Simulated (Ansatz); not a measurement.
# Si: molecular dynamics (part 5 of 5)

The same run, continued: Si (Fd-3m, 16 atoms in the cell); DFT PBE, scalar-relativistic, plane waves, PAW, no spin polarisation (Ansatz 0.2.0); cutoff 420 eV, 3×3×3 k-mesh, Fermi–Dirac smearing of 0.17 eV. The structure was built on a prototype by a generator; it need not be a known phase. It belongs to a series of runs on one base structure; here: dynamics from the start.

Geometry of the input (Å; fractional positions):
```
0.0000  5.4300  5.4300
5.4300  0.0000  5.4300
5.4300  5.4300  0.0000
Si 0.0000  0.0000  0.0000
Si 0.1250  0.1250  0.1250
Si -0.0000  0.0000  0.5000
Si 0.1250  0.1250  0.6250
Si -0.0000  0.5000  0.0000
Si 0.1250  0.6250  0.1250
Si -0.0000  0.5000  0.5000
Si 0.1250  0.6250  0.6250
Si 0.5000  -0.0000  0.0000
Si 0.6250  0.1250  0.1250
Si 0.5000  0.0000  0.5000
Si 0.6250  0.1250  0.6250
Si 0.5000  0.5000  0.0000
Si 0.6250  0.6250  0.1250
Si 0.5000  0.5000  0.5000
Si 0.6250  0.6250  0.6250
```

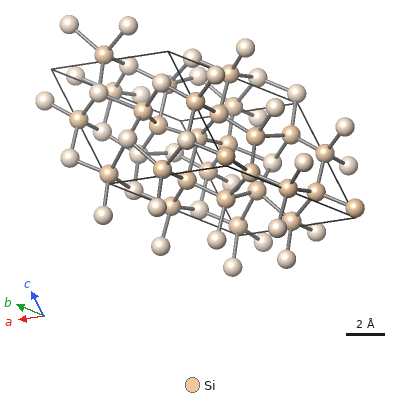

The geometry at step 171 of the log (ball-and-stick view of the cell of the calculation, seen at an oblique angle; neighbours outside the cell are drawn fainter).

Trajectory as extended XYZ, continued:
```
16
Lattice="0.0000 5.4300 5.4300 5.4300 0.0000 5.4300 5.4300 5.4300 0.0000" Properties=species:S:1:pos:R:3:forces:R:3 step=147 time_fs=294.0 energy=-10170.20636 temperature=1026.2
Si    0.4609    0.0658    0.1476    0.2371   0.8110  -0.3722
Si    1.7740    1.6252    1.3089    0.1016  -0.5502   0.3725
Si    3.0931    2.8317   -0.1783   -0.1563   1.1746   0.6460
Si    4.3287    4.3703    1.2788   -0.7768  -1.6212   0.9598
Si    2.6827    0.1258    2.8932    1.5886   0.2742   0.2586
Si    4.2168    1.2962    4.5169   -0.1538   0.2768  -2.2222
Si    5.3762    2.9004    2.9439   -0.1823   0.2828   0.3347
Si    6.8342    4.2348    4.2911   -0.1839  -0.2896   0.1037
Si    0.4744    2.7569    2.8291   -2.5229  -0.5676  -0.2088
Si    1.6047    4.2289    4.0416    1.8110   1.7840  -0.8473
Si    3.1147    5.9129    2.5274   -1.6491  -0.6020   0.7367
Si    4.4445    6.6912    4.2672    1.2219   0.5719  -0.7394
Si    3.0370    3.0631    5.4114    0.4310   0.2605   0.4559
Si    4.2473    4.1924    7.0932    0.6828   0.2692   0.2936
Si    5.8029    5.6331    5.9472   -0.4141  -0.0124  -0.6324
Si    6.9916    7.5374    6.8696   -0.0349  -2.0620   0.8608
16
Lattice="0.0000 5.4300 5.4300 5.4300 0.0000 5.4300 5.4300 5.4300 0.0000" Properties=species:S:1:pos:R:3:forces:R:3 step=151 time_fs=302.0 energy=-10169.94737 temperature=1129.0
Si    0.5004    0.0747    0.0253   -1.4452   1.0494   1.2945
Si    1.7778    1.6528    1.2943   -0.3356  -1.3560   0.2174
Si    3.0030    2.7635   -0.2358    1.1167   1.5291   0.7022
Si    4.3151    4.3397    1.3242   -0.1235  -1.0936  -0.4622
Si    2.7013    0.1205    2.8325    1.1523   0.3727   0.6040
Si    4.1929    1.3182    4.4252    0.0332   0.0756  -1.4622
Si    5.3318    2.8938    2.9590    0.2972   0.6126   0.3680
Si    6.8512    4.2648    4.3243   -0.3929  -0.6012  -0.7493
Si    0.5017    2.7381    2.8211   -2.6811  -0.1882   0.1580
Si    1.6245    4.2166    4.0653    2.3572   0.8881  -1.3947
Si    3.1423    5.9318    2.5261   -2.0903  -0.9503   0.1558
Si    4.4286    6.6177    4.2380    1.5002   1.1466   0.0227
Si    3.0783    3.0736    5.4731   -0.3496  -0.2458   0.3583
Si    4.3064    4.2652    7.0677   -0.1142  -1.1041   1.1561
Si    5.7831    5.5537    5.9832    0.3514   1.2116  -1.4621
Si    6.9110    7.4632    6.8866    0.7242  -1.3465   0.4934
16
Lattice="0.0000 5.4300 5.4300 5.4300 0.0000 5.4300 5.4300 5.4300 0.0000" Properties=species:S:1:pos:R:3:forces:R:3 step=155 time_fs=310.0 energy=-10169.76852 temperature=1171.0
Si    0.5376    0.1165   -0.0681   -1.9636   0.6655   1.3371
Si    1.7569    1.6722    1.2995   -0.3788  -1.6167   0.0047
Si    2.9488    2.7507   -0.2589    1.8946   1.1064   0.8500
Si    4.3097    4.3348    1.3335    0.2465  -0.8179  -1.0873
Si    2.7377    0.1242    2.7985    0.3999   0.4167   0.5911
Si    4.1373    1.3440    4.3234    0.6430  -0.1309  -0.3931
Si    5.2980    2.9258    3.0034    0.5977   0.7372  -0.0894
Si    6.8796    4.2848    4.3504   -0.4441  -0.6484  -1.4186
Si    0.4567    2.7469    2.7884   -2.1701   0.1129   0.8971
Si    1.7228    4.2026    4.0299    1.5094   0.7387  -1.3119
Si    3.1322    5.9281    2.5050   -1.8992  -0.9446   0.3298
Si    4.4246    6.5592    4.2554    1.0155   1.5891  -0.2410
Si    3.0772    3.0501    5.5181   -0.7525  -0.5836   0.4040
Si    4.3312    4.2957    7.0582   -0.9561  -2.1066   1.5594
Si    5.7676    5.4862    5.9808    0.9314   1.9598  -1.8429
Si    6.8053    7.3762    6.9021    1.3263  -0.4774   0.4109
16
Lattice="0.0000 5.4300 5.4300 5.4300 0.0000 5.4300 5.4300 5.4300 0.0000" Properties=species:S:1:pos:R:3:forces:R:3 step=159 time_fs=318.0 energy=-10169.98054 temperature=1260.3
Si    0.5418    0.1632   -0.1133   -1.5769   0.0215   0.6730
Si    1.7379    1.6923    1.3339   -0.5249  -1.5400  -0.3268
Si    2.9480    2.7568   -0.2457    1.8340   0.8778   1.0507
Si    4.3205    4.3385    1.3260    0.1094  -0.2080  -1.3332
Si    2.7926    0.1435    2.7846   -1.1787   0.0383   0.2949
Si    4.0790    1.3507    4.1829    1.5353   0.9069   1.4861
Si    5.2808    3.0054    3.0211    0.7263   0.1956  -0.3820
Si    6.8833    4.2788    4.3543   -0.2391  -0.2539  -1.3495
Si    0.3801    2.7633    2.7937   -1.1204   0.3587   1.2739
Si    1.8809    4.1930    3.9934   -0.6002   1.3433  -1.2967
Si    3.0461    5.9316    2.4756   -0.8466  -1.3822   0.6020
Si    4.4115    6.5624    4.2259    0.5864   1.6687  -0.4791
Si    3.0053    3.0555    5.5745    0.1726  -1.3757   0.3080
Si    4.3183    4.3247    7.0877   -0.6123  -2.4569   0.9089
Si    5.7317    5.5112    5.9592    0.7744   1.3783  -2.0525
Si    6.7707    7.3230    6.9147    0.9606   0.4279   0.6224
16
Lattice="0.0000 5.4300 5.4300 5.4300 0.0000 5.4300 5.4300 5.4300 0.0000" Properties=species:S:1:pos:R:3:forces:R:3 step=163 time_fs=326.0 energy=-10170.08595 temperature=1415.4
Si    0.5415    0.2005   -0.1503   -1.1948  -0.4743   0.1634
Si    1.7183    1.6579    1.3541   -0.8966  -0.6018  -0.3817
Si    2.9820    2.7883   -0.2003    1.2676   0.4339   0.9209
Si    4.3264    4.3240    1.2498    0.0714   0.4185  -0.8991
Si    2.8399    0.1940    2.7761   -2.4903  -1.3059  -0.3621
Si    4.0463    1.3745    4.0835    2.5077   1.9404   3.0940
Si    5.2758    3.0826    3.0320    0.0988  -0.4013  -0.9620
Si    6.8480    4.2243    4.3130    0.7417   0.5863  -0.7666
Si    0.3242    2.7959    2.8603    0.0511   0.2585   0.4508
Si    2.0424    4.1858    3.9398   -2.2285   1.6621  -1.2204
Si    2.9631    5.9026    2.4560    0.2654  -1.3794   0.4941
Si    4.4252    6.6122    4.1539    0.0474   1.4946  -0.2723
Si    2.9416    3.0680    5.6011    0.7871  -1.8227   0.6958
Si    4.2966    4.3161    7.1025    0.6438  -1.4915  -0.2375
Si    5.7528    5.5900    5.8671   -0.5828  -0.1796  -1.2263
Si    6.7366    7.3181    6.9456    0.9111   0.8621   0.5091
16
Lattice="0.0000 5.4300 5.4300 5.4300 0.0000 5.4300 5.4300 5.4300 0.0000" Properties=species:S:1:pos:R:3:forces:R:3 step=167 time_fs=334.0 energy=-10170.15023 temperature=1776.4
Si    0.5182    0.2210   -0.1695   -0.9669  -0.6278  -0.2152
Si    1.6977    1.6281    1.3253   -1.0094  -0.1853   0.2564
Si    3.0387    2.8094   -0.1324    0.3327  -0.0689   0.1504
Si    4.3144    4.2882    1.1620    0.6130   1.1229   0.1275
Si    2.8827    0.2218    2.7666   -2.4377  -1.2488  -0.2401
Si    4.0485    1.4432    4.0980    2.1606   1.7268   2.8821
Si    5.2969    3.1453    3.0478   -0.4807  -0.5935  -1.2467
Si    6.8904    4.2013    4.2868    1.1110   1.1805  -0.3387
Si    0.2971    2.8484    2.8923    0.9731   0.0523  -0.0855
Si    2.1536    4.2619    3.8488   -2.8921   0.1848   0.3288
Si    2.8847    5.8622    2.4005    1.4378  -0.4512   0.1113
Si    4.4055    6.6860    4.0970   -0.2921   1.0183  -0.4526
Si    2.8747    3.0892    5.6399    0.8242  -1.2721  -0.0116
Si    4.2805    4.2698    7.1233    1.2620  -0.3401  -1.1675
Si    5.7506    5.6695    5.7319   -0.9091  -0.8171   0.0398
Si    6.7259    7.3542    6.9919    0.2736   0.3191  -0.1385
16
Lattice="0.0000 5.4300 5.4300 5.4300 0.0000 5.4300 5.4300 5.4300 0.0000" Properties=species:S:1:pos:R:3:forces:R:3 step=171 time_fs=342.0 energy=-10169.96869 temperature=1628.8
Si    0.4441    0.1924   -0.1654   -0.2896  -0.1457  -0.6225
Si    1.6770    1.6070    1.2766   -0.9822  -0.4159   0.9362
Si    3.0771    2.8178   -0.0614   -0.7013  -0.5063  -1.0762
Si    4.3200    4.2589    1.0800    0.8988   1.8493   1.3893
Si    2.8875    0.2247    2.7749   -1.1563  -0.3455   0.1454
Si    4.0898    1.5685    4.1526    0.8762   0.1753   1.6336
Si    5.3314    3.1785    3.0118   -0.8194   0.1956  -0.5227
Si    6.9457    4.2414    4.2535    1.0297   0.8925  -0.1711
Si    0.3381    2.9107    2.8689    1.2550  -0.1130  -0.1531
Si    2.2078    4.3259    3.8319   -3.0529  -0.6990   1.2453
Si    2.8241    5.8402    2.3307    2.1282   0.2661   0.0398
Si    4.4222    6.8036    4.0583   -0.9994   0.7035  -1.2810
Si    2.8389    3.0784    5.6906    0.9629  -0.5407  -0.6725
Si    4.2871    4.2262    7.1104    1.1195   0.8310  -1.3466
Si    5.7340    5.7565    5.5593   -0.3211  -0.9208   1.8719
Si    6.7230    7.4448    7.0675    0.0521  -1.2263  -1.4159
16
Lattice="0.0000 5.4300 5.4300 5.4300 0.0000 5.4300 5.4300 5.4300 0.0000" Properties=species:S:1:pos:R:3:forces:R:3 step=174 time_fs=348.0 energy=-10169.65453 temperature=1664.0
Si    0.3772    0.1533   -0.1942    0.5561   0.4703  -0.7388
Si    1.6420    1.5786    1.2553   -0.5397  -0.4643   0.8078
Si    3.0963    2.8543   -0.0340   -1.6302  -1.5484  -1.4817
Si    4.3374    4.2504    1.0161    1.0103   2.3164   2.5090
Si    2.8747    0.2232    2.8113   -0.2435   0.1586  -0.2788
Si    4.1395    1.6405    4.1748    0.1578  -0.5670   1.1107
Si    5.3447    3.2184    2.9941   -0.8466   0.7796  -0.1012
Si    7.0069    4.2729    4.2365    0.2950   0.7321   0.0641
Si    0.4004    2.9541    2.8245    1.1760  -0.3649   0.1071
Si    2.1951    4.3302    3.8720   -2.6758  -0.2379   0.7923
Si    2.8135    5.8319    2.2911    1.9589   0.2677   0.4859
Si    4.4482    6.9135    4.0391   -1.4350   0.5312  -1.8439
Si    2.8841    3.0825    5.7239    0.4642  -0.6451  -0.7562
Si    4.3149    4.2083    7.1079    0.8232   1.7398  -1.1576
Si    5.7043    5.8040    5.4664    0.3291  -1.1448   2.6801
Si    6.7146    7.5031    7.1106    0.6001  -2.0233  -2.1989
16
Lattice="0.0000 5.4300 5.4300 5.4300 0.0000 5.4300 5.4300 5.4300 0.0000" Properties=species:S:1:pos:R:3:forces:R:3 step=178 time_fs=356.0 energy=-10169.47327 temperature=1923.5
Si    0.2783    0.1215   -0.2797    1.8634   1.2149  -0.5441
Si    1.5750    1.5705    1.2502    0.1857  -0.8663   0.0119
Si    3.1038    2.8776   -0.0101   -1.5824  -1.6463  -1.1071
Si    4.3889    4.2866    1.0022    0.0415   1.3898   2.7122
Si    2.8672    0.2444    2.8278    0.5710   0.6885  -0.7712
Si    4.2021    1.7062    4.1812   -0.6762  -1.0204   0.5951
Si    5.3394    3.2761    2.9835    0.0626   1.1650   0.1489
Si    7.1160    4.3114    4.2247   -1.1710   0.6013   0.4585
Si    0.5417    3.0419    2.7380    0.1977  -0.7740   0.8082
Si    2.1507    4.3325    3.9406   -1.8186   0.2002   0.6095
Si    2.8290    5.7471    2.2645    1.3445   1.1481   0.7467
Si    4.4832    7.0692    4.0012   -1.3042   0.1780  -2.1510
Si    2.9771    3.0676    5.7532   -0.1579  -0.5342  -0.4551
Si    4.3920    4.2470    7.1115    0.1780   2.2052  -1.2763
Si    5.6539    5.8713    5.4153    0.9805  -1.4763   2.5730
Si    6.6941    7.5286    7.1175    1.2854  -2.4735  -2.3593
16
Lattice="0.0000 5.4300 5.4300 5.4300 0.0000 5.4300 5.4300 5.4300 0.0000" Properties=species:S:1:pos:R:3:forces:R:3 step=182 time_fs=364.0 energy=-10169.50182 temperature=2200.4
Si    0.2474    0.1546   -0.3684    1.5126   0.8249   0.0628
Si    1.5049    1.5559    1.2323    1.0136  -1.0313  -0.5362
Si    3.1038    2.8597   -0.0319   -0.8459  -1.0164  -0.0432
Si    4.4031    4.3419    1.0472   -0.2501   0.4697   1.0778
Si    2.8790    0.3018    2.8353    0.8552   0.5641  -1.4881
Si    4.1934    1.7633    4.1476   -0.3958  -0.8557   0.3693
Si    5.3189    3.3688    2.9739    1.3954   0.5864   0.2582
Si    7.2487    4.3507    4.2310   -2.5804   0.5836   0.5547
Si    0.7164    3.1230    2.6686   -1.4515  -0.8514   0.8027
Si    2.1166    4.3343    3.9904   -0.5308   0.6026   0.9862
Si    2.8865    5.6732    2.2551    0.4131   2.0540   1.1461
Si    4.4779    7.2048    3.9128   -0.1516  -0.8982  -1.5498
Si    3.0818    3.0419    5.7915   -0.9544  -0.2518  -0.3413
Si    4.4907    4.3111    7.0789   -0.0526   2.1952  -0.8955
Si    5.6564    5.9465    5.4368    0.5998  -1.1783   1.0828
Si    6.6600    7.4950    7.0653    1.4234  -1.7974  -1.4864
16
Lattice="0.0000 5.4300 5.4300 5.4300 0.0000 5.4300 5.4300 5.4300 0.0000" Properties=species:S:1:pos:R:3:forces:R:3 step=186 time_fs=372.0 energy=-10169.09558 temperature=2133.6
Si    0.2589    0.2374   -0.4382    0.4123  -0.1072   0.4793
Si    1.4763    1.4858    1.1889    1.3562  -0.4305  -0.2101
Si    3.0835    2.8245   -0.0279   -0.3178  -0.5023   0.0056
Si    4.4024    4.3558    1.0804    0.2840   0.1597  -0.2715
Si    2.9122    0.3531    2.7997    0.6646  -0.1679  -1.5098
Si    4.1645    1.8309    4.0807   -0.1824  -0.9471   0.7320
Si    5.3072    3.4508    3.0255    2.3018   0.2528  -0.5888
Si    7.3027    4.3917    4.2383   -2.5668   0.5988   0.4631
Si    0.8995    3.1709    2.5983   -2.8044  -0.9959  -0.1198
Si    2.0735    4.3282    4.0418    0.7624   1.1500   1.3858
Si    2.9282    5.6363    2.2410   -0.3635   2.3660   1.6565
Si    4.4441    7.3447    3.7770    0.5183  -1.6001  -0.7162
Si    3.1653    3.0153    5.8373   -1.5111  -0.1667  -0.4421
Si    4.5894    4.3793    7.0100    0.0374   1.6716  -0.2829
Si    5.6674    5.9763    5.4191    0.0491  -0.7245  -0.3236
Si    6.6468    7.4145    6.9996    1.3600  -0.5569  -0.2575
16
Lattice="0.0000 5.4300 5.4300 5.4300 0.0000 5.4300 5.4300 5.4300 0.0000" Properties=species:S:1:pos:R:3:forces:R:3 step=190 time_fs=380.0 energy=-10168.53652 temperature=2247.3
Si    0.2826    0.3271   -0.4891   -0.5449  -0.7640   0.2817
Si    1.4766    1.4017    1.1610    1.2624   0.2144   0.3809
Si    3.0241    2.7831    0.0082    0.3954   0.0345  -0.8553
Si    4.3990    4.3514    1.0505    0.5188   0.1067  -0.3541
Si    2.9544    0.3716    2.7347    0.5085  -0.4797  -0.6460
Si    4.1308    1.9263    4.0350   -0.0618  -1.4236   0.6243
Si    5.3107    3.5403    3.0756    2.4121   0.2311  -1.3910
Si    7.2949    4.4699    4.2848   -1.8545   0.2264   0.0959
Si    1.0147    3.1667    2.5583   -2.9819  -0.6578  -0.5266
Si    2.0367    4.3117    4.1238    1.2315   1.2191   0.9877
Si    2.9782    5.6453    2.2523   -0.6204   1.9783   1.8137
Si    4.4037    7.4562    3.6225    0.3282  -1.7017   0.2757
Si    3.2226    2.9769    5.8785   -1.6890   0.1406  -0.0623
Si    4.6627    4.4746    6.9776   -0.1132   0.4087  -0.0264
Si    5.6724    5.9681    5.4039   -0.5068  -0.3900  -1.5626
Si    6.6285    7.2866    6.9439    1.7157   0.8570   0.9644
```

Key numbers:

| quantity | value |
| --- | --- |
| outcome | finished |
| mean temperature over the second half | 1275 K |
| trajectory | 190 steps, 380 fs |
| ensemble | nvt_langevin |
| temperature in the input | 300.0 K |
| time step | 2 fs |
| space group of the start (tolerance 0.01 Å) | Fd-3m (227) |
| electrons treated | 64 |
| potential energy (free energy of the electrons) (last step) | −10168.5365 eV |
| Fermi energy (last step) | 6.483 eV |
| largest force (length of the vector) (last step) | 3.099 eV/Å |
| wall time | 26 min (CPU time 51 min) |
| peak memory | 0.89 GiB |

Notes:

So short a trajectory is not equilibrated. The logged temperature at the start can lie below the typed one, since it is counted over all degrees of freedom. The temperature stays far from the 300 K of the thermostat over the second half: the run isn't equilibrated.
